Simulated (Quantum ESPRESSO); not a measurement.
# Pt: 7 runs along one coordinate

System: Pt (Fm-3m, 1 atom in the cell).
Method: Kohn-Sham DFT of a periodic cell, rev-vdW-DF2, PseudoDojo 0.4.1 SR PBE standard, no spin polarisation (Quantum ESPRESSO 7.5).

The 7 runs differ only in the geometry, by an even scaling of the cell at fixed fractional positions. The structure derives from an entry of the Crystallography Open Database.

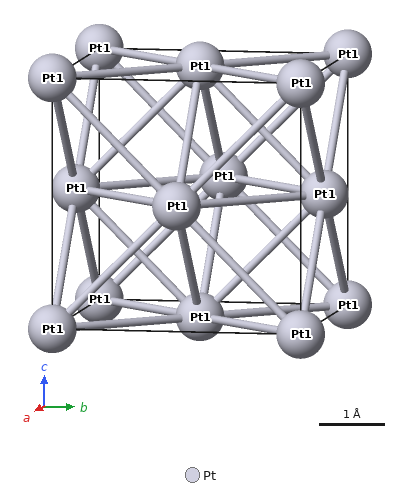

Figure 1. The structure of run 4 (ball-and-stick view of the cell 4 times as large as that of the calculation, set on its symmetry axes, seen slightly off an axis; atoms are numbered from 1 in the order of the input).

### Input of run 4
```
&CONTROL
  calculation = 'scf'
  prefix = 'pwscf'
  outdir = './tmp'
  pseudo_dir = './pseudo'
  tprnfor = .true.
  tstress = .true.
  disk_io = 'nowf'
/
&SYSTEM
  ibrav = 0
  nat = 1
  ntyp = 1
  ecutwfc = 84
  nbnd = 15
  input_dft = 'vdw-df2-b86r'
  occupations = 'smearing'
  smearing = 'fd'
  degauss = 0.00367493
/
&ELECTRONS
  conv_thr = 2d-10
  electron_maxstep = 120
  mixing_beta = 0.5
/
ATOMIC_SPECIES
Pt   195.0840 Pt.upf
CELL_PARAMETERS angstrom
   0.0000000000    1.9609000000    1.9609000000
   1.9609000000    0.0000000000    1.9609000000
   1.9609000000    1.9609000000    0.0000000000
ATOMIC_POSITIONS crystal
Pt     0.0000000000    0.0000000000    0.0000000000
K_POINTS automatic
12 12 12 0 0 0
```

Command:
```bash
OMP_NUM_THREADS=1 pw.x -in pw.in > pw.out
```

Lattice vectors (Å) and fractional positions of run 4:
```
   0.000000    1.960900    1.960900
   1.960900    0.000000    1.960900
   1.960900    1.960900    0.000000
Pt  0.000000  0.000000  0.000000
```

Run 6 differs from it as follows:
```diff
-   0.0000000000    1.9609000000    1.9609000000
-   1.9609000000    0.0000000000    1.9609000000
-   1.9609000000    1.9609000000    0.0000000000
+   0.0000000000    1.9867042750    1.9867042750
+   1.9867042750    0.0000000000    1.9867042750
+   1.9867042750    1.9867042750    0.0000000000
```

### Results, with one run withheld

| run | volume per atom (Å³) | free energy per atom, from the lowest run given (meV) | pressure (GPa) |
| --- | --- | --- | --- |
| 1 | 14.175 | 95.18 | 27.09 |
| 2 | 14.477 | 51.74 | 19.10 |
| 3 | 14.778 | 22.46 | 12.04 |
| 4 | 15.080 | 5.70 | 5.79 |
| 5 | 15.381 | 0.00 | 0.28 |
| 6 | 15.683 | ? | ? |
| 7 | 15.985 | 16.70 | −8.86 |

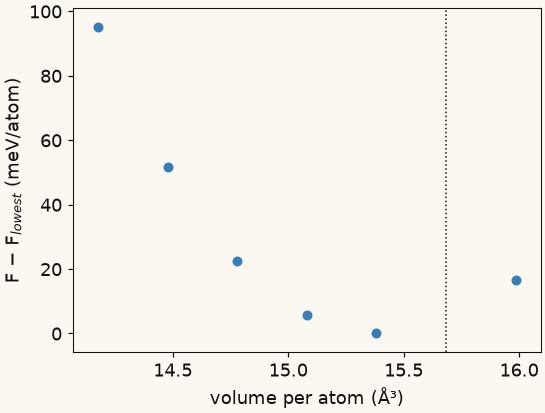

Figure 2. Free energy per atom of the runs given; the dotted line marks run 6.

Fit the runs given and predict run 6.

A cubic polynomial in V^(−2/3) (the Birch–Murnaghan form), fitted to the 6 runs given, misses them by at most 0.03 meV per atom. With x = V^(−2/3) − 0.16471 Å⁻², it reads F = 10.99 + 7013 x + 1.1295e+06 x² + 4.5007e+06 x³ (meV per atom). At run 6 it gives 4.02 meV per atom, and the run itself gives 4.05. The slope of the fit gives a pressure −dF/dV of −4.53 GPa there, and the run prints −4.58 GPa. The two needn't agree exactly: the fit is approximate, and the printed stress is taken on a finite basis. The fit has its minimum at 15.401 Å³ per atom, where V d²F/dV² gives 262 GPa: the bulk modulus at this level, since symmetry fixes the shape and the positions.

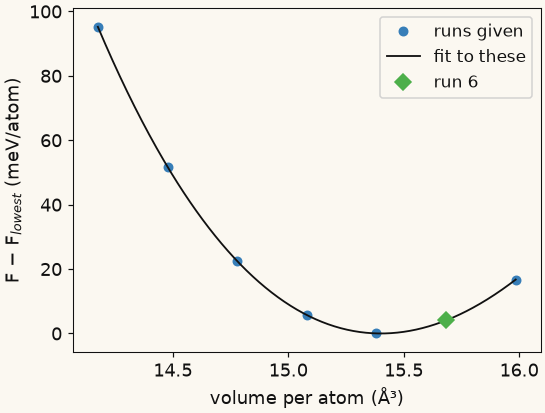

Figure 3. The fit and the withheld run.

### Some lines of the output (run 6)
```
[...]
     unit-cell volume          =     105.8343 (a.u.)^3
     number of k points=    72  Fermi-Dirac smearing, width (Ry)=  0.0037
     total energy              =    -261.19775690 Ry
     total energy              =    -261.21816976 Ry
     total energy              =    -261.21864324 Ry
     total energy              =    -261.21867123 Ry
     total energy              =    -261.21867275 Ry
     total energy              =    -261.21867276 Ry
     total energy              =    -261.21867277 Ry
     the Fermi energy is    22.2581 ev
!    total energy              =    -261.21867277 Ry
     The total energy is F=E-TS. E is the sum of the following terms:
     Computing stress (Cartesian axis) and pressure
          total   stress  (Ry/bohr**3)                   (kbar)     P=      -45.84
```

Notes: The record of the run, not the program, notes: potentials made for another functional. Points of doubt noted for this run: potentials made for another functional. Spin–orbit coupling is left out, which matters for Pt.
